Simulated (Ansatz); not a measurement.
# Run report: Cs16I15 (charge +1), field-gradient calculation (part 2 of 2)

Continued. System: Cs16I15 (defect cell, 31 atoms in the cell, total charge +1). Method: DFT, PBE, plane waves, PAW, no spin polarisation (Ansatz 0.2.0); cutoff 420 eV, 2×2×2 k-mesh, Fermi–Dirac smearing of 0.01 eV. The structure derives from an entry of the Crystallography Open Database.

## The program's output, continued
```
  k-point 0: bands = ["-39.1979", "-39.1979", "-39.1979", "-39.1979", "-39.1979", "-39.1979", "-39.1953", "-39.1953", "-39.1953", "-39.1953", "-39.1953", "-39.1953", "-39.1953", "-39.1953", "-39.1953", "-39.1953", "-39.1953", "-39.1953", "-39.1827", "-39.1827", "-39.1827", "-39.1827", "-39.1827", "-39.1827", "-39.1811", "-39.1811", "-39.1811", "-39.1811", "-39.1811", "-39.1811", "-39.0213", "-39.0213", "-39.0213", "-39.0213", "-39.0213", "-39.0213", "-39.0210", "-39.0210", "-39.0210", "-39.0210",
      "-39.0210", "-39.0210", "-39.0186", "-39.0186", "-39.0186", "-39.0186", "-39.0186", "-39.0186", "-39.0174", "-39.0174", "-39.0174", "-39.0174", "-39.0174", "-39.0174", "-39.0162", "-39.0162", "-39.0162", "-39.0162", "-39.0162", "-39.0162", "-39.0137", "-39.0137", "-39.0137", "-39.0137", "-39.0137", "-39.0137", "-39.0122", "-39.0122", "-39.0121", "-39.0121", "-38.9889", "-38.9889", "-38.9889", "-38.9874", "-38.9874", "-16.7784", "-16.7654", "-16.7654", "-16.7654", "-16.7541",
      "-16.7541", "-16.7541", "-16.7440", "-16.4402", "-16.4286", "-16.4286", "-16.4286", "-16.4174", "-16.4174", "-16.4174", "-16.4062", "-6.9109", "-6.9109", "-6.8742", "-6.8583", "-6.8583", "-6.8583", "-6.7766", "-6.6929", "-6.6929", "-6.6929", "-6.6833", "-6.6638", "-6.6638", "-6.6311", "-6.5450", "-3.7836", "-3.7836", "-3.7836", "-3.7546", "-3.7546", "-3.7546", "-3.7323", "-3.7077", "-3.7077", "-3.7077", "-3.6046", "-3.6046", "-3.5532", "-3.5532",
      "-3.5532", "-3.5390", "-3.5362", "-3.5362", "-3.5362", "-3.5305", "-3.5305", "-3.5305", "-3.5264", "-3.5264", "-3.3868", "-3.3868", "-3.3868", "-3.3407", "-3.3407", "-3.3407", "-3.3330", "-3.3330", "-3.3330", "-3.3110", "-3.3110", "-3.2611", "-3.2135", "-3.2135", "-3.2135", "-3.1763", "-3.1763", "-3.1763", "-3.1611", "-3.1611", "-3.1611", "-3.1447", "-3.1447", "-3.1263", "2.2931", "2.2931", "2.2931", "2.5591", "2.5591", "2.5591",
      "2.9066", "2.9383", "2.9383", "2.9383", "2.9806", "2.9806", "2.9956", "2.9956", "2.9956", "3.0247", "3.0247", "3.0247", "3.0486", "3.0486", "3.0486", "3.1515", "3.1515", "3.1515", "3.1518", "3.1749", "3.1749", "3.1749", "3.1816", "3.1816", "3.1816", "3.1860", "3.1860", "3.4482", "3.4482", "3.4482", "3.5688", "3.5688", "3.5688", "3.7239", "3.7239", "3.7239", "3.7936", "3.7936", "3.7936", "6.9771",
      "7.9975", "7.9975", "8.0627", "8.0627", "8.0627", "8.0976", "8.6961", "8.6961", "8.6961", "8.7498", "8.7498", "8.9551", "8.9551", "8.9551", "9.1981", "9.7268", "9.7268", "9.7268", "9.7637", "9.7637", "9.7637", "9.7680", "9.7680", "9.7878", "9.7878", "9.7977", "9.7977", "9.7977", "9.8126", "9.8126", "9.8126", "9.8930", "9.8930", "9.8930", "9.9499", "9.9499", "9.9499", "10.0194", "10.0194"]
  k-point 1: bands = ["-39.1979", "-39.1979", "-39.1979", "-39.1979", "-39.1979", "-39.1979", "-39.1953", "-39.1953", "-39.1953", "-39.1953", "-39.1953", "-39.1953", "-39.1953", "-39.1953", "-39.1953", "-39.1953", "-39.1953", "-39.1953", "-39.1827", "-39.1827", "-39.1827", "-39.1827", "-39.1827", "-39.1827", "-39.1811", "-39.1811", "-39.1811", "-39.1811", "-39.1811", "-39.1811", "-39.0213", "-39.0213", "-39.0213", "-39.0213", "-39.0213", "-39.0213", "-39.0210", "-39.0210", "-39.0210", "-39.0210",
      "-39.0210", "-39.0210", "-39.0186", "-39.0186", "-39.0186", "-39.0186", "-39.0186", "-39.0186", "-39.0174", "-39.0174", "-39.0174", "-39.0174", "-39.0174", "-39.0174", "-39.0162", "-39.0162", "-39.0162", "-39.0162", "-39.0162", "-39.0162", "-39.0137", "-39.0137", "-39.0137", "-39.0137", "-39.0137", "-39.0137", "-39.0121", "-39.0121", "-39.0121", "-39.0121", "-38.9889", "-38.9889", "-38.9889", "-38.9874", "-38.9874", "-16.7774", "-16.7664", "-16.7654", "-16.7654", "-16.7548",
      "-16.7541", "-16.7541", "-16.7432", "-16.4404", "-16.4286", "-16.4286", "-16.4285", "-16.4174", "-16.4174", "-16.4172", "-16.4064", "-6.8826", "-6.8809", "-6.8809", "-6.8791", "-6.8791", "-6.8658", "-6.7489", "-6.7391", "-6.6852", "-6.6852", "-6.6843", "-6.6843", "-6.6401", "-6.5953", "-6.5879", "-3.7918", "-3.7594", "-3.7594", "-3.7399", "-3.7254", "-3.7254", "-3.7132", "-3.7038", "-3.6765", "-3.6765", "-3.6594", "-3.6594", "-3.5940", "-3.5768",
      "-3.5689", "-3.5689", "-3.5497", "-3.5497", "-3.5382", "-3.5320", "-3.5320", "-3.5291", "-3.5287", "-3.5287", "-3.3504", "-3.3447", "-3.3447", "-3.3433", "-3.3433", "-3.3378", "-3.3284", "-3.3259", "-3.3259", "-3.3074", "-3.3074", "-3.2693", "-3.2033", "-3.2033", "-3.1968", "-3.1968", "-3.1870", "-3.1774", "-3.1774", "-3.1772", "-3.1647", "-3.1647", "-3.1558", "-3.1487", "2.5452", "2.5821", "2.5821", "2.6009", "2.6009", "2.6075",
      "2.6931", "2.6931", "2.7969", "2.7969", "2.8068", "2.8177", "2.8177", "2.8419", "2.8419", "2.8935", "2.8968", "2.9509", "2.9636", "2.9793", "2.9844", "2.9844", "3.0389", "3.0389", "3.2830", "3.3947", "3.3953", "3.4194", "3.4209", "3.4209", "3.5003", "3.5003", "3.5165", "3.5297", "3.5297", "3.5307", "3.5307", "3.5477", "3.5477", "3.5849", "3.5849", "3.5917", "3.5934", "3.5934", "3.6082", "7.2150",
      "8.1920", "8.3181", "8.3181", "8.5680", "8.5680", "8.6436", "8.6683", "8.6683", "8.7004", "8.7017", "8.7017", "8.7964", "8.8240", "8.8240", "8.9393", "9.0915", "9.0915", "9.1052", "9.1286", "9.1440", "9.1440", "9.3353", "9.3353", "9.3695", "9.3695", "9.4932", "9.5276", "9.5823", "9.5856", "9.5856", "9.7503", "9.7551", "9.7551", "9.7703", "10.0010", "10.0851", "10.0998", "10.0998", "10.1003"]
  k-point 2: bands = ["-39.1979", "-39.1979", "-39.1979", "-39.1979", "-39.1979", "-39.1979", "-39.1953", "-39.1953", "-39.1953", "-39.1953", "-39.1953", "-39.1953", "-39.1953", "-39.1953", "-39.1953", "-39.1953", "-39.1953", "-39.1953", "-39.1827", "-39.1827", "-39.1827", "-39.1827", "-39.1827", "-39.1827", "-39.1811", "-39.1811", "-39.1811", "-39.1811", "-39.1811", "-39.1811", "-39.0213", "-39.0213", "-39.0213", "-39.0213", "-39.0213", "-39.0213", "-39.0210", "-39.0210", "-39.0210", "-39.0210",
      "-39.0210", "-39.0210", "-39.0186", "-39.0186", "-39.0186", "-39.0186", "-39.0186", "-39.0186", "-39.0174", "-39.0174", "-39.0174", "-39.0174", "-39.0174", "-39.0174", "-39.0162", "-39.0162", "-39.0162", "-39.0162", "-39.0162", "-39.0162", "-39.0137", "-39.0137", "-39.0137", "-39.0137", "-39.0137", "-39.0137", "-39.0122", "-39.0122", "-39.0121", "-39.0121", "-38.9889", "-38.9889", "-38.9889", "-38.9874", "-38.9874", "-16.7771", "-16.7666", "-16.7654", "-16.7654", "-16.7552",
      "-16.7540", "-16.7540", "-16.7430", "-16.4405", "-16.4286", "-16.4286", "-16.4284", "-16.4173", "-16.4173", "-16.4171", "-16.4065", "-6.8886", "-6.8875", "-6.8743", "-6.8743", "-6.8736", "-6.8613", "-6.7461", "-6.7433", "-6.7087", "-6.6832", "-6.6756", "-6.6756", "-6.6316", "-6.6178", "-6.5790", "-3.8078", "-3.7498", "-3.7498", "-3.7364", "-3.7364", "-3.7060", "-3.6996", "-3.6981", "-3.6981", "-3.6824", "-3.6562", "-3.6531", "-3.5942", "-3.5831",
      "-3.5831", "-3.5661", "-3.5448", "-3.5448", "-3.5363", "-3.5363", "-3.5040", "-3.4997", "-3.4997", "-3.4969", "-3.3848", "-3.3752", "-3.3752", "-3.3573", "-3.3573", "-3.3533", "-3.3419", "-3.3419", "-3.3245", "-3.3186", "-3.3175", "-3.2848", "-3.1942", "-3.1942", "-3.1868", "-3.1868", "-3.1844", "-3.1844", "-3.1693", "-3.1674", "-3.1640", "-3.1583", "-3.1502", "-3.1338", "2.6136", "2.6136", "2.6215", "2.6215", "2.6685", "2.6685",
      "2.7437", "2.7450", "2.7578", "2.7578", "2.7660", "2.7660", "2.7704", "2.8462", "2.8523", "2.8827", "2.8980", "2.8980", "2.9049", "2.9598", "3.0639", "3.1440", "3.1440", "3.1532", "3.1644", "3.2336", "3.2422", "3.2734", "3.2875", "3.2984", "3.2984", "3.2991", "3.3345", "3.4862", "3.5099", "3.5099", "3.6511", "3.6511", "3.6622", "3.6622", "3.6682", "3.6682", "3.7392", "3.7419", "3.7419", "7.2197",
      "8.3385", "8.3473", "8.3473", "8.3607", "8.3975", "8.7083", "8.7083", "8.7628", "8.7628", "8.8136", "8.8207", "8.9065", "8.9065", "9.0337", "9.0337", "9.0907", "9.1770", "9.1902", "9.2015", "9.2687", "9.2822", "9.3122", "9.3122", "9.3253", "9.3307", "9.3491", "9.3577", "9.3581", "9.3581", "9.6082", "9.6832", "9.6832", "9.7040", "9.7184", "9.7417", "9.7753", "9.7753", "9.7814", "9.8799"]
--- Löwdin populations: 31 sites ---
  site symbol       q [e]
     0     Cs      8.2550
     1     Cs      8.2550
     2     Cs      8.2550
     3     Cs      8.2550
     4     Cs      8.2550
     5     Cs      8.2688
     6     Cs      8.2688
     7     Cs      8.2550
     8     Cs      8.2688
     9     Cs      8.2550
    10     Cs      8.2550
    11     Cs      8.2688
    12     Cs      8.2688
    13     Cs      8.2688
    14     Cs      8.2688
    15     Cs      8.2688
    16      I     17.6453
    17      I     17.6453
    18      I     17.6453
    19      I     17.6366
    20      I     17.6453
    21      I     17.6453
    22      I     17.6382
    23      I     17.6453
    24      I     17.6382
    25      I     17.6382
    26      I     17.6466
    27      I     17.6382
    28      I     17.6382
    29      I     17.6382
    30      I     17.6366
  spilling = 0.002987 (of n_electrons = 398.000000)
```

## File populations.tsv
```
# site	symbol	l	j	q
# orbitals = lowdin
# n_electrons = 398.000000
# spilling = 0.002987
0	Cs	0_5S	-	1.965577
0	Cs	0_6S	-	0.316774
0	Cs	1_5P	-	5.972679
1	Cs	0_5S	-	1.965577
1	Cs	0_6S	-	0.316774
1	Cs	1_5P	-	5.972679
2	Cs	0_5S	-	1.965577
2	Cs	0_6S	-	0.316774
2	Cs	1_5P	-	5.972679
3	Cs	0_5S	-	1.965577
3	Cs	0_6S	-	0.316774
3	Cs	1_5P	-	5.972679
4	Cs	0_5S	-	1.965577
4	Cs	0_6S	-	0.316774
4	Cs	1_5P	-	5.972679
5	Cs	0_5S	-	1.965717
5	Cs	0_6S	-	0.328824
5	Cs	1_5P	-	5.974257
6	Cs	0_5S	-	1.965717
6	Cs	0_6S	-	0.328824
6	Cs	1_5P	-	5.974257
7	Cs	0_5S	-	1.965577
7	Cs	0_6S	-	0.316774
7	Cs	1_5P	-	5.972679
8	Cs	0_5S	-	1.965717
8	Cs	0_6S	-	0.328824
8	Cs	1_5P	-	5.974257
9	Cs	0_5S	-	1.965577
9	Cs	0_6S	-	0.316774
9	Cs	1_5P	-	5.972679
10	Cs	0_5S	-	1.965577
10	Cs	0_6S	-	0.316774
10	Cs	1_5P	-	5.972679
11	Cs	0_5S	-	1.965717
11	Cs	0_6S	-	0.328824
11	Cs	1_5P	-	5.974257
12	Cs	0_5S	-	1.965717
12	Cs	0_6S	-	0.328824
12	Cs	1_5P	-	5.974257
13	Cs	0_5S	-	1.965717
13	Cs	0_6S	-	0.328824
13	Cs	1_5P	-	5.974257
14	Cs	0_5S	-	1.965717
14	Cs	0_6S	-	0.328824
14	Cs	1_5P	-	5.974257
15	Cs	0_5S	-	1.965717
15	Cs	0_6S	-	0.328824
15	Cs	1_5P	-	5.974257
16	I	0_5S	-	1.924056
16	I	1_5P	-	5.721366
16	I	2_4D	-	9.999851
17	I	0_5S	-	1.924056
17	I	1_5P	-	5.721366
17	I	2_4D	-	9.999851
18	I	0_5S	-	1.924056
18	I	1_5P	-	5.721366
18	I	2_4D	-	9.999851
19	I	0_5S	-	1.923644
19	I	1_5P	-	5.713147
19	I	2_4D	-	9.999850
20	I	0_5S	-	1.924056
20	I	1_5P	-	5.721366
20	I	2_4D	-	9.999851
21	I	0_5S	-	1.924056
21	I	1_5P	-	5.721366
21	I	2_4D	-	9.999851
22	I	0_5S	-	1.923863
22	I	1_5P	-	5.714440
22	I	2_4D	-	9.999850
23	I	0_5S	-	1.924056
23	I	1_5P	-	5.721366
23	I	2_4D	-	9.999851
24	I	0_5S	-	1.923863
24	I	1_5P	-	5.714440
24	I	2_4D	-	9.999850
25	I	0_5S	-	1.923863
25	I	1_5P	-	5.714440
25	I	2_4D	-	9.999850
26	I	0_5S	-	1.923902
26	I	1_5P	-	5.722822
26	I	2_4D	-	9.999850
27	I	0_5S	-	1.923863
27	I	1_5P	-	5.714440
27	I	2_4D	-	9.999850
28	I	0_5S	-	1.923863
28	I	1_5P	-	5.714440
28	I	2_4D	-	9.999850
29	I	0_5S	-	1.923863
29	I	1_5P	-	5.714440
29	I	2_4D	-	9.999850
30	I	0_5S	-	1.923644
30	I	1_5P	-	5.713147
30	I	2_4D	-	9.999850
```

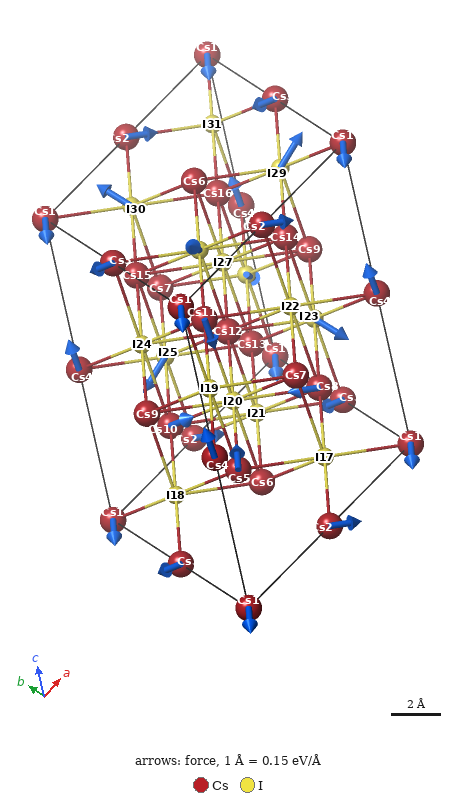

**Figure 1.** Forces on the atoms as blue arrows (ball-and-stick view of the cell of the calculation, seen slightly off an axis; atoms are numbered from 1 in the order of the input); the smallest are left out. The largest act on I23, I25, I26, I28, I29, I30 (0.26 eV/Å); Cs1, Cs2, Cs3, Cs4, Cs5, Cs8 and 2 more (0.22 eV/Å). The geometry is not a stationary point of this energy.

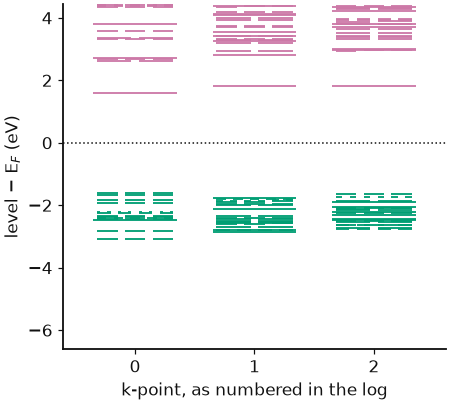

**Figure 2.** Kohn–Sham levels near the Fermi level (dotted) at the few k-points that the log prints; levels within 0.02 eV of each other stand side by side. Among these points the highest filled and lowest empty levels are 3.18 eV apart, which is the gap on the mesh.
